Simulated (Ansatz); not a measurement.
System: SrTiO$_{3}$.

```yaml
crystal:
  lattice:
    - [3.86771, 0.00000, 0.00000]
    - [0.00000, 3.86771, 0.00000]
    - [0.00000, 0.00000, 3.98294]
  atoms:
    - { symbol: Sr, position: [0.00000, 0.00000, 0.00000] }
    - { symbol: Ti, position: [0.50000, 0.50000, 0.50000] }
    - { symbol: O, position: [0.50000, 0.50000, 0.00000] }
    - { symbol: O, position: [0.00000, 0.50000, 0.50000] }
    - { symbol: O, position: [0.50000, 0.00000, 0.50000] }
```

Space group P4/mmm; computed pressure about 4 GPa in this cell; computed without spin polarisation.

Computed with DFT PBE, scalar-relativistic, plane waves, PAW (Ansatz).

**What can the converged valence pseudo-density and electron localisation function tell about the bonding?**

Ti–O (1.93 Å): ρ is about 0.74 e/Å³ halfway; the ELF peaks at about 0.85 in the valence shell of O, 0.6 Å from its nucleus, and is about 0.20 at the midpoint: no shared electron pair shows on this line.
Sr–O (2.78 Å): the density is about 0.14 e/Å³ at the midpoint; the ELF is about 0.05 at the midpoint: an ionic contact with no shared pair.

**Does the calculation make it a metal, or give it a gap?**

It is gapped, with a Kohn–Sham gap of 1.9 eV on the k-point mesh (the band edges may lie off the mesh, which would make the gap smaller).

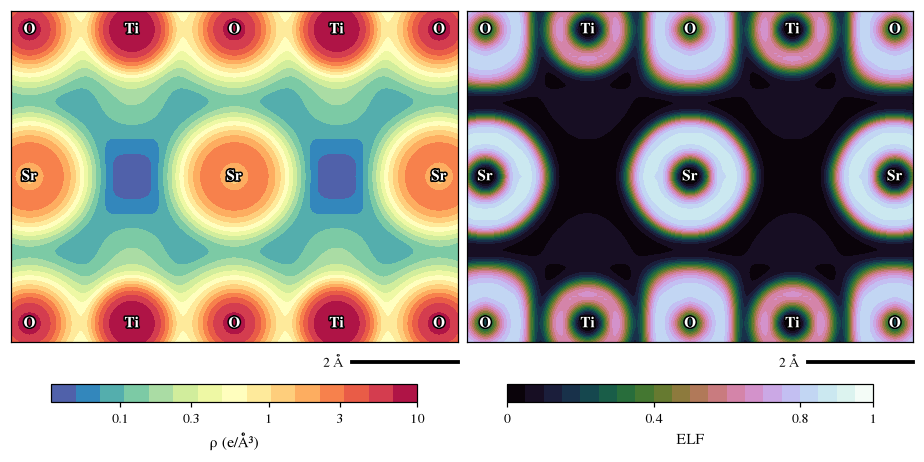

Computed valence pseudo-density and electron localisation function on the (011̄) plane of the conventional cell, in this order. 

Core electrons are frozen (PAW), and the valence fields are smoothed inside the atomic spheres.
